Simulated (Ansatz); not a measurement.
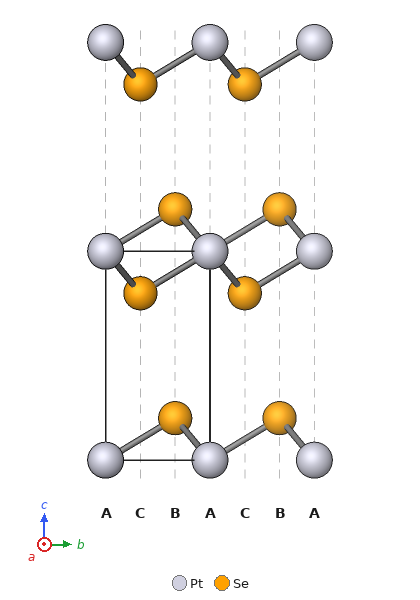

Projection along an edge of the hexagonal mesh, stacking direction c upwards. The dashed lines mark the three columns A (0, 0), B (1/3, 2/3) and C (2/3, 1/3). The sequence starts with the first layer at or above the cell's origin.

PtSe2. Coordinates: coordinates from a relaxation with DFT, PBE, PAW with Ansatz's default frozen-core files, scalar-relativistic (Ansatz); the starting structure was generated, so it need not be a known form of this composition.

Read off the stacking sequence over one period.

Answer. Pt(A) – Se(B) – Se(C) (three layers in 6.50 Å).

How are the Se layers alone stacked?

Answer. Se layers alone: BC, the hexagonal close-packed type.

Which positions between or in the Se layers do the other atoms fill?

Answer. Pt: one octahedral site in each hexagonal cell. One of the two gaps between Se layers is empty, 3.89 Å wide.

What short polytype symbol fits?

Answer. Polytype symbol 1T, the symbol of a layered MX2 polytype (number of slabs in the repeat and lattice).
